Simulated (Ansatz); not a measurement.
Zn15Se17: geometry relaxation (part 3 of 4)

Zn15Se17 (defect cell, 32 atoms in the cell); DFT PBE, scalar-relativistic, plane waves, PAW, no spin polarisation (Ansatz 0.2.0); cutoff 420 eV, 2×2×2 k-mesh, Gaussian smearing of 0.01 eV. The structure derives from a Materials Project entry. It belongs to a series of runs on one base structure; here: Se on a Zn site (a), charge +0, atoms relaxed at the host's cell.

## Trajectory as extended XYZ, continued
```
32
Lattice="5.7318 5.7318 -5.7318 -5.7318 5.7318 5.7318 5.7318 -5.7318 5.7318" Properties=species:S:1:pos:R:3:forces:R:3 step=2 energy=-142778.51430
Se    0.1653    5.5832    0.0657    1.0397  -0.9675  -0.2739
Zn   -0.0240    2.8295    2.9020   -0.2025  -0.1315   0.1481
Zn    0.0001    0.0026    5.7320   -0.0168  -0.0145  -0.0084
Zn    2.8402    2.8954    5.7365    0.0616  -0.0377   0.1821
Zn    5.7252    2.9028    2.8386   -0.0769   0.1051  -0.0363
Zn   -2.8783    5.7349    2.8717    0.1032   0.1687  -0.1134
Zn   -2.8464    2.9014    5.7382    0.0340   0.1146   0.1013
Zn    5.7276    0.0009    0.0007    0.0150  -0.0213   0.0202
Zn    2.8849    5.7573    2.8903    0.0606   0.1254   0.0990
Zn    5.7319   -2.8858    2.8474    0.0247   0.0105   0.0264
Zn   -0.0049    0.0007    0.0012    0.0109   0.0077  -0.0046
Zn    2.8968    2.8296   -0.0219    0.0852  -0.1085  -0.1581
Zn    5.7292    2.8949   -2.8486   -0.0816  -0.0250  -0.0601
Zn    2.8466    0.0027    2.8534   -0.0014  -0.0622   0.0442
Zn    2.8315   -2.8938    5.7353   -0.1489  -0.1260   0.1540
Zn    2.8651    5.7312   -2.8685   -0.1153   0.0738   0.0950
Se    4.2394    1.5382    7.2276   -0.8434   0.6102   0.3953
Se   -1.4298    4.3115    4.2955    0.0510   0.0391  -0.0346
Se   -1.4385    1.4300    7.1524   -0.0583  -0.0545  -0.0616
Se    1.4146    4.3136    7.1774   -0.1087   0.0932   0.0050
Se    4.2866    4.3033    4.2961   -0.0072   0.0235  -0.0027
Se    1.4264    1.4302   10.0295   -0.0830   0.0096   0.0883
Se    1.4279   -1.4228    1.4350   -0.0518   0.0143  -0.0526
Se    4.3025    1.4275    1.4451    0.0158  -0.0050   0.0288
Se    7.1429    1.4252   -1.4363   -0.0744  -0.0605  -0.0329
Se    4.1621   -1.5864    4.2266   -0.2283   0.1327  -0.4143
Se   -1.4447    1.4282    1.4374    0.0360   0.0351  -0.0368
Se    1.5062    4.1809    1.5167    0.3046  -0.1674   0.2612
Se    4.2903    4.3144   -1.4229   -0.0322   0.0783   0.1037
Se    1.4400    1.4320    4.3073   -0.0051   0.0097   0.0095
Se    1.4345   -1.4209    7.1556    0.0026   0.0341  -0.0499
Se    1.4793    7.3196   -1.4769    0.2888   0.0953  -0.4226
32
Lattice="5.7318 5.7318 -5.7318 -5.7318 5.7318 5.7318 5.7318 -5.7318 5.7318" Properties=species:S:1:pos:R:3:forces:R:3 step=3 energy=-142778.97505
Se    0.3073    5.4614    0.0108    0.6667  -0.7728  -1.2832
Zn   -0.0442    2.8121    2.9234   -0.1772  -0.0860   0.1411
Zn   -0.0026    0.0045    5.7325   -0.0407  -0.0204  -0.0440
Zn    2.8278    2.9084    5.7489    0.0585  -0.0430   0.2106
Zn    5.7172    2.9198    2.8308   -0.1766   0.1120  -0.0468
Zn   -2.8816    5.7503    2.8694    0.1473   0.2731  -0.1499
Zn   -2.8422    2.9171    5.7441    0.0295   0.1007   0.0791
Zn    5.7242    0.0022    0.0021    0.0089  -0.0285   0.0704
Zn    2.8979    5.7756    2.9098    0.0418   0.1066   0.1098
Zn    5.7276   -2.8834    2.8487    0.0973  -0.0069   0.0040
Zn   -0.0082    0.0025    0.0021    0.0091   0.0393  -0.0372
Zn    2.9132    2.8109   -0.0381    0.0614  -0.0789  -0.1382
Zn    5.7133    2.8993   -2.8506   -0.2335  -0.1111  -0.1328
Zn    2.8337    0.0059    2.8488   -0.0670   0.0942  -0.0211
Zn    2.8150   -2.9010    5.7416   -0.1047  -0.0835   0.1003
Zn    2.8588    5.7364   -2.8657   -0.0455  -0.0525   0.0315
Se    4.1697    1.5870    7.2537   -0.3628   0.2226   0.2875
Se   -1.4304    4.3220    4.2925    0.0098   0.0268  -0.0305
Se   -1.4432    1.4297    7.1475   -0.0538   0.0001  -0.0164
Se    1.3995    4.3272    7.1841   -0.1313   0.1239  -0.0169
Se    4.2832    4.3060    4.3019    0.0383   0.0229   0.0270
Se    1.4152    1.4321   10.0356   -0.1518   0.0049   0.1326
Se    1.4172   -1.4209    1.4320   -0.0118  -0.0248  -0.0242
Se    4.3040    1.4255    1.4505    0.0482  -0.0366   0.0135
Se    7.1281    1.4237   -1.4390   -0.0228   0.0057  -0.0371
Se    4.1279   -1.5843    4.1868    0.1643   0.2612   0.2599
Se   -1.4473    1.4297    1.4353    0.0361   0.0515  -0.0598
Se    1.5742    4.1225    1.5760    0.1515   0.0356   0.2072
Se    4.2848    4.3251   -1.4155   -0.0020   0.1128   0.1124
Se    1.4397    1.4337    4.3142   -0.0346   0.0042  -0.0024
Se    1.4340   -1.4114    7.1524    0.0068  -0.0290   0.0103
Se    1.5168    7.3427   -1.5267    0.0409  -0.2243   0.2427
32
Lattice="5.7318 5.7318 -5.7318 -5.7318 5.7318 5.7318 5.7318 -5.7318 5.7318" Properties=species:S:1:pos:R:3:forces:R:3 step=4 energy=-142779.30745
Se    0.4003    5.3539   -0.1237    0.1395  -0.3359  -1.2254
Zn   -0.0561    2.8075    2.9344   -0.1270  -0.0469   0.0889
Zn   -0.0055    0.0056    5.7338   -0.0476  -0.0149  -0.0362
Zn    2.8239    2.9128    5.7623    0.0326  -0.0259   0.1529
Zn    5.7101    2.9262    2.8326   -0.1792   0.0938  -0.0490
Zn   -2.8804    5.7657    2.8674    0.1165   0.2448  -0.1283
Zn   -2.8407    2.9249    5.7511    0.0507   0.0980   0.0945
Zn    5.7224    0.0033    0.0056    0.0001  -0.0209   0.0813
Zn    2.9026    5.7861    2.9212    0.0288   0.0960   0.0766
Zn    5.7279   -2.8791    2.8544    0.0768  -0.0279  -0.0242
Zn   -0.0097    0.0052    0.0035    0.0026   0.0563  -0.0310
Zn    2.9179    2.8058   -0.0442    0.0414  -0.0496  -0.0767
Zn    5.6985    2.8980   -2.8534   -0.2519  -0.1108  -0.1328
Zn    2.8283    0.0109    2.8504   -0.0994   0.1677  -0.0637
Zn    2.8079   -2.9032    5.7491   -0.1051  -0.0860   0.1108
Zn    2.8546    5.7374   -2.8608    0.0036  -0.0692  -0.0124
Se    4.1397    1.6055    7.2696    0.0642  -0.0830   0.1391
Se   -1.4320    4.3287    4.2927   -0.0364   0.0156  -0.0188
Se   -1.4454    1.4318    7.1488   -0.0268   0.0192   0.0038
Se    1.3907    4.3357    7.1883   -0.1187   0.1175  -0.0096
Se    4.2824    4.3088    4.3084    0.0279   0.0094   0.0343
Se    1.4070    1.4349   10.0429   -0.1483  -0.0080   0.1270
Se    1.4118   -1.4200    1.4327    0.0177  -0.0309   0.0333
Se    4.3048    1.4251    1.4534    0.0633  -0.0572   0.0055
Se    7.1212    1.4253   -1.4389    0.0069   0.0608  -0.0273
Se    4.1228   -1.5721    4.1899    0.3542   0.1724   0.3079
Se   -1.4481    1.4315    1.4350    0.0285   0.0333  -0.0543
Se    1.5947    4.1127    1.5970    0.1070  -0.0011   0.2158
Se    4.2819    4.3317   -1.4092    0.0232   0.1078   0.0959
Se    1.4368    1.4363    4.3192   -0.0322   0.0103   0.0007
Se    1.4327   -1.4080    7.1548    0.0034  -0.0448   0.0572
Se    1.5273    7.3434   -1.5284   -0.0151  -0.2913   0.2623
32
Lattice="5.7318 5.7318 -5.7318 -5.7318 5.7318 5.7318 5.7318 -5.7318 5.7318" Properties=species:S:1:pos:R:3:forces:R:3 step=5 energy=-142779.50440
Se    0.4465    5.2747   -0.2957    0.0067  -0.0151  -0.3882
Zn   -0.0669    2.8038    2.9451   -0.0354   0.0186  -0.0167
Zn   -0.0090    0.0067    5.7361   -0.0245  -0.0030  -0.0119
Zn    2.8245    2.9135    5.7778   -0.0118   0.0066   0.0727
Zn    5.7009    2.9306    2.8345   -0.1343   0.0632  -0.0288
Zn   -2.8753    5.7823    2.8646    0.0214   0.1430  -0.0534
Zn   -2.8375    2.9322    5.7605    0.0511   0.0786   0.1125
Zn    5.7206    0.0046    0.0115   -0.0056  -0.0073   0.0578
Zn    2.9067    5.7960    2.9326   -0.0202   0.0400  -0.0156
Zn    5.7317   -2.8761    2.8592    0.0366  -0.0650  -0.0632
Zn   -0.0109    0.0091    0.0060   -0.0048   0.0399  -0.0095
Zn    2.9219    2.8014   -0.0460   -0.0123   0.0104   0.0110
Zn    5.6822    2.8933   -2.8574   -0.1742  -0.0422  -0.0704
Zn    2.8249    0.0203    2.8518   -0.1118   0.1714  -0.0709
Zn    2.8023   -2.9068    5.7599   -0.1000  -0.0732   0.1174
Zn    2.8524    5.7355   -2.8573    0.0541  -0.0510  -0.0548
Se    4.1300    1.6093    7.2826    0.3063  -0.2637  -0.0601
Se   -1.4348    4.3345    4.2947   -0.0783   0.0010  -0.0086
Se   -1.4456    1.4352    7.1524    0.0032   0.0240   0.0132
Se    1.3827    4.3440    7.1922   -0.0582   0.0623  -0.0116
Se    4.2823    4.3119    4.3160    0.0220  -0.0176   0.0582
Se    1.3989    1.4367   10.0524   -0.0876  -0.0238   0.0711
Se    1.4088   -1.4189    1.4366    0.0234  -0.0326   0.0734
Se    4.3070    1.4237    1.4556    0.0682  -0.0667   0.0028
Se    7.1165    1.4294   -1.4370    0.0309   0.1056  -0.0113
Se    4.1353   -1.5590    4.2018    0.2400   0.0119   0.1049
Se   -1.4484    1.4322    1.4356    0.0198   0.0083  -0.0395
Se    1.6061    4.1086    1.6137   -0.0414   0.0524  -0.0198
Se    4.2807    4.3376   -1.4018    0.0397   0.0596   0.0439
Se    1.4331    1.4392    4.3248   -0.0075  -0.0027   0.0393
Se    1.4309   -1.4067    7.1606    0.0083  -0.0226   0.0743
Se    1.5324    7.3338   -1.5230   -0.0236  -0.2109   0.0808
32
Lattice="5.7318 5.7318 -5.7318 -5.7318 5.7318 5.7318 5.7318 -5.7318 5.7318" Properties=species:S:1:pos:R:3:forces:R:3 step=6 energy=-142779.60426
Se    0.4854    5.2429   -0.4893   -0.0551   0.0479   0.2116
Zn   -0.0664    2.8461    2.9527   -0.0117   0.0273   0.0045
Zn   -0.0210   -0.0005    5.7431    0.0446   0.0109   0.0321
Zn    2.8651    2.8665    5.8561   -0.1066   0.1024  -0.1561
Zn    5.6634    2.9438    2.8651    0.0298  -0.0022   0.0210
Zn   -2.8528    5.8615    2.8428   -0.1517  -0.1711   0.1575
Zn   -2.8416    2.9612    5.8026   -0.0380  -0.0120   0.0122
Zn    5.7224    0.0039    0.0286   -0.0181   0.0296  -0.1171
Zn    2.8758    5.7964    2.9503   -0.0174   0.0073   0.0097
Zn    5.7522   -2.9163    2.8160   -0.0270   0.0339   0.0725
Zn   -0.0045    0.0173    0.0121   -0.0018  -0.0555   0.0296
Zn    2.9108    2.8143   -0.0257    0.0156  -0.0122   0.0535
Zn    5.5959    2.8553   -2.8876    0.1904   0.1547   0.1637
Zn    2.7896    0.0650    2.8666    0.0089  -0.0311   0.0353
Zn    2.7674   -2.9005    5.8038    0.0227   0.0585   0.0188
Zn    2.9026    5.7085   -2.9076   -0.0034   0.0362   0.0444
Se    4.2415    1.4918    7.2067    0.2125  -0.2381  -0.2509
Se   -1.4693    4.3558    4.3078    0.0388   0.0042  -0.0202
Se   -1.4632    1.4303    7.1622    0.0089  -0.0964  -0.0663
Se    1.3947    4.3333    7.1748    0.0274  -0.0346   0.0841
Se    4.2660    4.3124    4.3566   -0.0168   0.0024   0.0011
Se    1.4007    1.4355   10.0607    0.0240   0.0579  -0.0194
Se    1.3894   -1.4205    1.4758   -0.0386   0.0132  -0.0091
Se    4.3133    1.4167    1.4737   -0.0248   0.0219  -0.0369
Se    7.1030    1.4686   -1.4236   -0.0200  -0.0532  -0.0231
Se    4.1571   -1.5841    4.1833   -0.0632   0.0057  -0.1050
Se   -1.4322    1.4558    1.4314    0.0651  -0.0159  -0.0371
Se    1.5830    4.1429    1.5902   -0.0293   0.0261  -0.0119
Se    4.2886    4.3277   -1.4017   -0.0572  -0.0140  -0.0054
Se    1.4181    1.4610    4.3594    0.0068   0.0130  -0.0004
Se    1.4200   -1.3900    7.2042   -0.0139   0.0223  -0.0012
Se    1.5755    7.3098   -1.5511   -0.0006   0.0603  -0.0918
32
Lattice="5.7318 5.7318 -5.7318 -5.7318 5.7318 5.7318 5.7318 -5.7318 5.7318" Properties=species:S:1:pos:R:3:forces:R:3 step=7 energy=-142779.63246
Se    0.4814    5.2468   -0.4623   -0.0472   0.0498  -0.0071
Zn   -0.0777    2.8454    2.9437   -0.0026  -0.0052   0.0142
Zn   -0.0023   -0.0060    5.7314   -0.0017  -0.0092  -0.0091
Zn    2.8588    2.8698    5.8515    0.0255  -0.0248   0.0276
Zn    5.6588    2.9472    2.8553   -0.0161  -0.0009  -0.0091
Zn   -2.8711    5.8460    2.8723    0.0403   0.0233  -0.0353
Zn   -2.8528    2.9434    5.8034    0.0142   0.0071   0.0008
Zn    5.7352   -0.0064    0.0086    0.0084  -0.0113   0.0036
Zn    2.8815    5.8052    2.9435    0.0018   0.0001   0.0140
Zn    5.7279   -2.9089    2.8341    0.0198  -0.0092  -0.0264
Zn    0.0027   -0.0016    0.0003    0.0063   0.0033  -0.0090
Zn    2.9111    2.8157    0.0017   -0.0030   0.0012  -0.0100
Zn    5.6139    2.8698   -2.8584   -0.0234  -0.0421  -0.0351
Zn    2.7824    0.0698    2.8568    0.0015   0.0126  -0.0105
Zn    2.7856   -2.8827    5.8042   -0.0066  -0.0171  -0.0008
Zn    2.9026    5.7311   -2.8963    0.0050  -0.0194  -0.0240
Se    4.2636    1.4663    7.1989    0.0326  -0.0352  -0.0185
Se   -1.4658    4.3446    4.3117   -0.0290  -0.0078   0.0064
Se   -1.4536    1.4133    7.1454   -0.0072   0.0089   0.0180
Se    1.3992    4.3274    7.1967   -0.0202   0.0243  -0.0094
Se    4.2601    4.3099    4.3494   -0.0097   0.0058  -0.0171
Se    1.4003    1.4529   10.0656   -0.0225  -0.0080   0.0244
Se    1.3860   -1.4248    1.4706    0.0076   0.0071   0.0222
Se    4.3173    1.4109    1.4606    0.0052  -0.0049   0.0040
Se    7.1152    1.4630   -1.4199    0.0115   0.0297   0.0046
Se    4.1411   -1.5674    4.1692    0.0125   0.0023   0.0254
Se   -1.4187    1.4478    1.4152   -0.0021   0.0102   0.0130
Se    1.5710    4.1548    1.5955    0.0022   0.0034  -0.0093
Se    4.2734    4.3276   -1.3966    0.0108   0.0243   0.0215
Se    1.4189    1.4680    4.3499   -0.0070   0.0091  -0.0170
Se    1.4219   -1.3889    7.2013   -0.0072  -0.0038   0.0220
Se    1.5626    7.3222   -1.5633    0.0003  -0.0235   0.0257
32
Lattice="5.7318 5.7318 -5.7318 -5.7318 5.7318 5.7318 5.7318 -5.7318 5.7318" Properties=species:S:1:pos:R:3:forces:R:3 step=8 energy=-142779.63518
Se    0.4755    5.2538   -0.4747   -0.0115   0.0096   0.0261
Zn   -0.0769    2.8499    2.9502   -0.0022  -0.0012  -0.0007
Zn   -0.0005   -0.0072    5.7328    0.0000  -0.0011  -0.0014
Zn    2.8655    2.8626    5.8565    0.0003  -0.0004  -0.0005
Zn    5.6536    2.9420    2.8569    0.0027   0.0028  -0.0026
Zn   -2.8658    5.8515    2.8685   -0.0022   0.0013  -0.0007
Zn   -2.8545    2.9427    5.8107    0.0004   0.0026   0.0034
Zn    5.7351   -0.0068    0.0021   -0.0016   0.0017  -0.0036
Zn    2.8772    5.8044    2.9496    0.0009   0.0017  -0.0004
Zn    5.7340   -2.9105    2.8266    0.0009  -0.0025   0.0020
Zn    0.0036   -0.0034    0.0010    0.0011   0.0002  -0.0009
Zn    2.9049    2.8229    0.0012    0.0024  -0.0035  -0.0023
Zn    5.6085    2.8624   -2.8632   -0.0010   0.0022  -0.0007
Zn    2.7868    0.0743    2.8574   -0.0021  -0.0034  -0.0020
Zn    2.7855   -2.8814    5.8112   -0.0017  -0.0003   0.0035
Zn    2.9062    5.7250   -2.9048    0.0025  -0.0005   0.0008
Se    4.2722    1.4562    7.1930    0.0257  -0.0266  -0.0223
Se   -1.4745    4.3437    4.3143    0.0033  -0.0008   0.0023
Se   -1.4552    1.4115    7.1497    0.0004  -0.0017  -0.0010
Se    1.3991    4.3284    7.1889   -0.0008   0.0020   0.0055
Se    4.2584    4.3089    4.3502   -0.0012  -0.0011   0.0005
Se    1.3994    1.4522   10.0665   -0.0028   0.0022   0.0026
Se    1.3855   -1.4234    1.4776   -0.0015   0.0016  -0.0020
Se    4.3169    1.4113    1.4556   -0.0041   0.0037   0.0049
Se    7.1163    1.4710   -1.4175    0.0011  -0.0036   0.0024
Se    4.1427   -1.5700    4.1688   -0.0062   0.0025  -0.0064
Se   -1.4154    1.4506    1.4183    0.0017  -0.0003  -0.0015
Se    1.5650    4.1619    1.5944    0.0004   0.0024  -0.0025
Se    4.2756    4.3284   -1.3967   -0.0020   0.0038   0.0025
Se    1.4194    1.4693    4.3505    0.0009   0.0016  -0.0002
Se    1.4199   -1.3888    7.2090   -0.0019   0.0011  -0.0012
Se    1.5666    7.3187   -1.5646   -0.0019   0.0040  -0.0034
32
Lattice="5.7318 5.7318 -5.7318 -5.7318 5.7318 5.7318 5.7318 -5.7318 5.7318" Properties=species:S:1:pos:R:3:forces:R:3 step=9 energy=-142779.63551
Se    0.4762    5.2518   -0.4732   -0.0096   0.0083   0.0070
Zn   -0.0778    2.8507    2.9498   -0.0009  -0.0007   0.0005
Zn   -0.0004   -0.0065    5.7309    0.0005  -0.0004   0.0002
Zn    2.8671    2.8610    5.8596    0.0007  -0.0008  -0.0005
Zn    5.6544    2.9436    2.8570   -0.0016   0.0009  -0.0009
Zn   -2.8644    5.8535    2.8671    0.0002  -0.0018  -0.0007
Zn   -2.8547    2.9437    5.8117    0.0010   0.0015   0.0013
Zn    5.7353   -0.0072    0.0031   -0.0006   0.0007  -0.0010
Zn    2.8772    5.8056    2.9495    0.0003   0.0013   0.0008
Zn    5.7329   -2.9104    2.8282    0.0003   0.0007   0.0001
Zn    0.0030   -0.0034   -0.0008    0.0002  -0.0006   0.0006
Zn    2.9065    2.8215    0.0011    0.0000  -0.0002   0.0000
Zn    5.6064    2.8608   -2.8646    0.0020  -0.0003  -0.0007
Zn    2.7847    0.0738    2.8570   -0.0008   0.0009  -0.0004
Zn    2.7842   -2.8810    5.8120   -0.0009  -0.0008   0.0002
Zn    2.9064    5.7266   -2.9034   -0.0003  -0.0001  -0.0005
Se    4.2790    1.4492    7.1871    0.0039  -0.0042  -0.0055
Se   -1.4744    4.3442    4.3150   -0.0004   0.0005  -0.0006
Se   -1.4549    1.4116    7.1492   -0.0003  -0.0005   0.0006
Se    1.3999    4.3280    7.1910    0.0003  -0.0002   0.0012
Se    4.2570    4.3087    4.3502    0.0008  -0.0008   0.0009
Se    1.4000    1.4524   10.0662   -0.0005   0.0017   0.0001
Se    1.3838   -1.4229    1.4771   -0.0010  -0.0007  -0.0001
Se    4.3169    1.4113    1.4573    0.0000   0.0001   0.0006
Se    7.1157    1.4706   -1.4169   -0.0006   0.0001  -0.0002
Se    4.1401   -1.5696    4.1688    0.0039  -0.0013  -0.0016
Se   -1.4154    1.4510    1.4176    0.0004   0.0000   0.0008
Se    1.5657    4.1620    1.5939    0.0018  -0.0014  -0.0020
Se    4.2757    4.3280   -1.3973   -0.0019   0.0007   0.0002
Se    1.4194    1.4709    4.3502    0.0006  -0.0002   0.0007
Se    1.4192   -1.3873    7.2087    0.0008   0.0006   0.0009
Se    1.5657    7.3196   -1.5631    0.0017  -0.0032  -0.0019
```

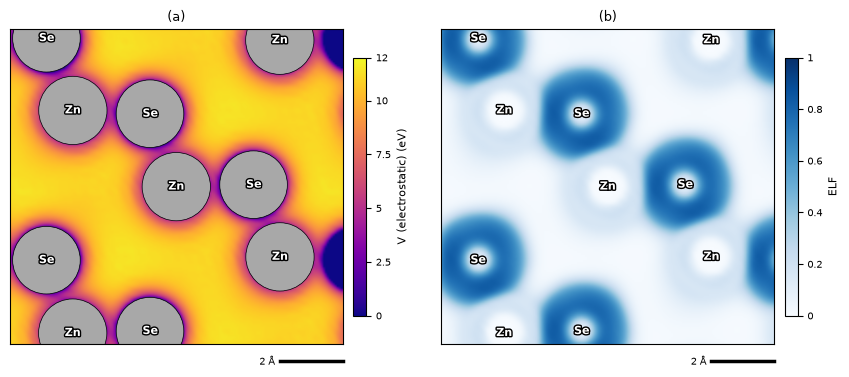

*(a) electrostatic potential (local pseudopotential plus Hartree) felt by an electron; (b) electron localisation function on the (001) plane of the calculation cell. Grey discs, where drawn, cover atomic cores.*

Zn–Se (2.48 Å): the ELF is about 0.60 at the midpoint. Outside the cores the potential energy rises away from the atoms and is highest about 2.3 Å from the nearest atoms; outside the discs it spans about 10 eV, and its zero is arbitrary. Core electrons are frozen (PAW), so the fields are smoothed inside the atomic spheres.

The run was set up as follows.
